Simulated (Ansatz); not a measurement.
**From Ag to Tl**

System: Ag (I4/mmm, 1 atom in the cell).
Method of run A: DFT PBEsol, scalar-relativistic, plane waves, PAW, no spin polarisation (Ansatz 0.2.0).
System of run B: Tl (I4/mmm, 1 atom in the cell).

On run A: The structure was made by swapping elements on the sites of another compound; it need not be a known phase. On run B: The structure was made by swapping elements on the sites of another compound; it need not be a known phase. It belongs to a series of runs on one base structure; here: Cu -> Tl on all its sites, cell and atoms relaxed. Text and figures count atoms from 1; the logs count them from 0 in places.

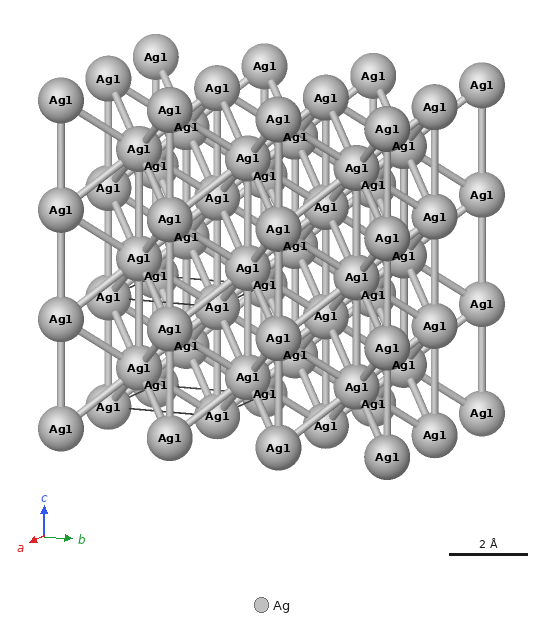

The structure as given in the input (ball-and-stick view of the cell 2 times as large as that of the calculation, set on its symmetry axes, repeated 2 × 3 × 3, seen slightly off an axis; atoms are numbered from 1 in the order of the input). An atom can appear more than once, as a periodic image.

**Input file, run A**
```yaml
crystal:
  lattice:
    - [-1.5400500338, 1.5400500338, 1.4493745225]
    - [1.5400500338, -1.5400500338, 1.4493745225]
    - [1.5400500338, 1.5400500338, -1.4493745225]
  atoms:
    - { symbol: Ag, position: [0.0, 0.0, 0.0] }
basis:
  ecutwfc: 420
kpoints:
  mp_grid: { grid: [8, 8, 8] }
hamiltonian:
  xc: pbesol
scf:
  occupations: { method: gaussian, width: 0.1 }
output:
  forces: true
  stress: true
  eigenvalues: true
```

Command:
```bash
ansatz run input.yaml --threads 1 --pin off --max-ram 2560MiB --backend cpu --events-out ev --progress --plain --runs-dir out
```

Hardware: 1 thread of Intel Xeon (Granite Rapids), 32 GiB of memory available, shared host.

**Output, shortened to warnings, some set-up lines, iterations and results (run A)**
```
Basis set: ecut = 420 eV, 281 PW (Γ), exchange–correlation on 36×36×36 points (8 copies of the dense FFT grid, shifted against one another)
Symmetry: 16 space group operations
k-points: 59 of 512
Initial density: superposition of atomic densities (neutral atoms: chi_scale 0, normalization atom), corrected by the library's trained network
[...]
SCF iter   1: F=—  HF=-7521.861845 eV  |F-HF|=—  |Δ(HF+E_count)|=         —  Δρ=1.19e-2  dr2=1.69e-2  ethr=1.77e-3  ⟨swp⟩=4.6  Hψ=4094  notcnv=0
SCF iter   2: F=—  HF=-7521.856278 eV  |F-HF|=—  |Δ(HF+E_count)|=   5.57e-3  Δρ=4.59e-3  dr2=1.66e-3  ethr=8.87e-5  ⟨swp⟩=2.7  Hψ=1959  notcnv=0  defer=20
SCF iter   3: F=—  HF=-7521.855708 eV  |F-HF|=—  |Δ(HF+E_count)|=   5.69e-4  Δρ=1.12e-3  dr2=5.14e-5  ethr=8.73e-6  ⟨swp⟩=2.2  Hψ=1183  notcnv=0  defer=20
SCF iter   4: F=—  HF=-7521.855686 eV  |F-HF|=—  |Δ(HF+E_count)|=   2.21e-5  Δρ=1.70e-4  dr2=3.52e-6  ethr=2.71e-7  ⟨swp⟩=2.4  Hψ=1268  notcnv=0  defer=20
SCF iter   5: F=-7521.855685 eV  HF=-7521.855685 eV  |F-HF|=9.17e-9  |Δ(HF+E_count)|=   9.96e-7  Δρ=1.38e-5  dr2=1.70e-8  ethr=1.85e-8  ⟨swp⟩=2.2  Hψ=1106  notcnv=0  defer=20
SCF iter   6: F=-7521.855685 eV  HF=-7521.855685 eV  |F-HF|=8.73e-11  |Δ(HF+E_count)|=   1.42e-9  Δρ=1.09e-6  dr2=1.32e-10  ethr=8.94e-11  ⟨swp⟩=2.7  Hψ=2759  notcnv=0
SCF 1 converged in 6 iterations: F = -7521.855685 eV  dr2 = 1.32e-10
SCF converged after 6 iterations
Free energy (F): -7521.855685 eV
Harris-Foulkes:  -7521.855685 eV  (|F-HF|=8.73e-11)
Internal energy: -7521.849866 eV  (E = F + TS)
E sigma→0 (E₀):  -7521.852776 eV
Entropy (-TS):   -0.005819 eV (-5.819 meV/atom)
Fermi energy:    22.875368 eV
--- Per-component energies (eV) ---
  E_band       = -146.223781
  E_kinetic    = 531.717288
  E_local      = -1852.489937  (includes V_loc(G=0)·N_el)
  E_nonlocal   = 81.876898
  E_hartree    = 870.276996
  E_xc         = -185.948395
  E_vxc        = -237.418491  (∫ρ·V_xc dr)
  E_paw        = -3834.178029  (= ΣΔE_a)
  E_vpaw       = -410.463201  (= ΣTr[D̂ρ^β])
  E_aug_tail   = 0.000304  (compensation charges beyond the density's cutoff)
  E_ewald      = -3133.427730
  E_core_change = 0.322739  (= ΣΔE_core)
  E_smearing   = -0.005819  (= −TS)
  E_closure    = 0.000000  (closes the sum)
  Σ components = -7521.855685   (vs F -7521.855685, Δ=0.00e0)
--- Forces (eV/Å), atoms counted from 1 ---
  atom   1  Ag     0.00000000     0.00000000     0.00000000
  max |Σ_I F_I| component: 1.48e-31 eV/Å
--- Stress (GPa, compression-positive) ---
       40.863546       0.000000      -0.000000
        0.000000      40.863546       0.000000
        0.000000       0.000000      40.421027
  P = ⅓ Tr σ = 40.7160 GPa (407.160 kbar)
```

The input of run B differs as follows (lines with − go, lines with + come):
```diff
-    - { symbol: Ag, position: [0.0, 0.0, 0.0] }
+    - { symbol: Tl, position: [0.0, 0.0, 0.0] }
```

How does run B compare with run A?

The total energies belong to different systems, so their difference says nothing on which is more stable or more accurate. The pressure goes from 40.72 to 197.04 GPa. The number of SCF iterations is the same.

**Output, shortened to warnings, some set-up lines, iterations and results (run B)**
```
Basis set: ecut = 420 eV, 281 PW (Γ), exchange–correlation on 36×36×36 points (8 copies of the dense FFT grid, shifted against one another)
Symmetry: 16 space group operations
k-points: 59 of 512
Initial density: superposition of atomic densities (neutral atoms: chi_scale 0, normalization atom), corrected by the library's trained network
[...]
SCF iter   1: F=—  HF=-11291.415375 eV  |F-HF|=—  |Δ(HF+E_count)|=         —  Δρ=7.21e-3  dr2=4.41e-3  ethr=1.77e-3  ⟨swp⟩=5.5  Hψ=4142  notcnv=0
SCF iter   2: F=—  HF=-11291.414732 eV  |F-HF|=—  |Δ(HF+E_count)|=   6.43e-4  Δρ=3.62e-3  dr2=7.56e-4  ethr=3.39e-5  ⟨swp⟩=1.9  Hψ=1375  notcnv=0
SCF iter   3: F=—  HF=-11291.414802 eV  |F-HF|=—  |Δ(HF+E_count)|=   7.05e-5  Δρ=6.46e-4  dr2=3.25e-5  ethr=5.82e-6  ⟨swp⟩=1.0  Hψ=623  notcnv=0
SCF iter   4: F=—  HF=-11291.414813 eV  |F-HF|=—  |Δ(HF+E_count)|=   1.02e-5  Δρ=4.01e-5  dr2=5.61e-8  ethr=2.50e-7  ⟨swp⟩=2.5  Hψ=997  notcnv=0
SCF iter   5: F=-11291.414813 eV  HF=-11291.414813 eV  |F-HF|=8.73e-11  |Δ(HF+E_count)|=   5.83e-8  Δρ=4.99e-6  dr2=1.35e-9  ethr=4.31e-10  ⟨swp⟩=2.2  Hψ=882  notcnv=0
SCF iter   6: F=-11291.414813 eV  HF=-11291.414813 eV  |F-HF|=7.28e-12  |Δ(HF+E_count)|=  1.42e-10  Δρ=4.49e-7  dr2=7.62e-12  ethr=1.04e-11  ⟨swp⟩=3.7  Hψ=2610  notcnv=0
SCF 1 converged in 6 iterations: F = -11291.414813 eV  dr2 = 7.62e-12
SCF converged after 6 iterations
Free energy (F): -11291.414813 eV
Harris-Foulkes:  -11291.414813 eV  (|F-HF|=7.28e-12)
Internal energy: -11291.412323 eV  (E = F + TS)
E sigma→0 (E₀):  -11291.413568 eV
Entropy (-TS):   -0.002489 eV (-2.489 meV/atom)
Fermi energy:    26.898223 eV
--- Per-component energies (eV) ---
  E_band       = 182.414197
  E_kinetic    = 352.903972
  E_local      = -422.623203  (includes V_loc(G=0)·N_el)
  E_nonlocal   = 322.015618
  E_hartree    = 179.298693
  E_xc         = -237.417188
  E_vxc        = -153.441170  (∫ρ·V_xc dr)
  E_paw        = -10018.732985  (= ΣΔE_a)
  E_vpaw       = -275.038488  (= ΣTr[D̂ρ^β])
  E_aug_tail   = 0.000034  (compensation charges beyond the density's cutoff)
  E_ewald      = -1466.895530
  E_core_change = 0.038265  (= ΣΔE_core)
  E_smearing   = -0.002489  (= −TS)
  E_closure    = -0.000000  (closes the sum)
  Σ components = -11291.414813   (vs F -11291.414813, Δ=0.00e0)
--- Forces (eV/Å), atoms counted from 1 ---
  atom   1  Tl     0.00000000     0.00000000     0.00000000
  max |Σ_I F_I| component: 3.94e-31 eV/Å
--- Stress (GPa, compression-positive) ---
      195.990566       0.000000       0.000000
        0.000000     195.990566      -0.000000
       -0.000000      -0.000000     199.125924
  P = ⅓ Tr σ = 197.0357 GPa (1970.357 kbar)
```

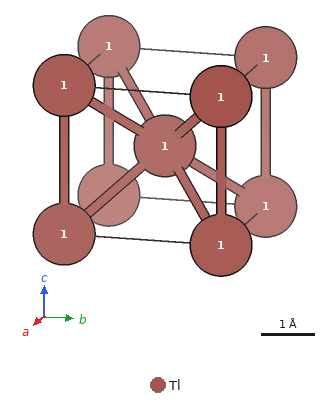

The input structure of run B (ball-and-stick view of the cell 2 times as large as that of the calculation, set on its symmetry axes, seen slightly off an axis; atoms are numbered from 1 in the order of the input). An atom can appear more than once, as a periodic image.

**The two runs side by side**

| quantity | run A | run B |
| --- | --- | --- |
| outcome | converged | converged |
| free energy per atom (eV) | −7521.8557 | −11291.4148 |
| energy per atom, smearing taken to zero (eV) | −7521.8528 | −11291.4136 |
| gap on the mesh (eV) | 0.00 | 0.00 |
| pressure (GPa) | 40.72 | 197.04 |
| largest force (eV/Å) | 0.000 | 0.000 |
| SCF iterations | 6 | 6 |
| irreducible k-points | 59 | 59 |
| plane waves at Γ | 281 | 281 |

For run A: The cell is under a pressure of 41 GPa at this level, so it is not at its equilibrium volume. For run B: Spin–orbit coupling is left out, which matters for Tl. The cell is under a pressure of 197 GPa at this level, so it is not at its equilibrium volume.
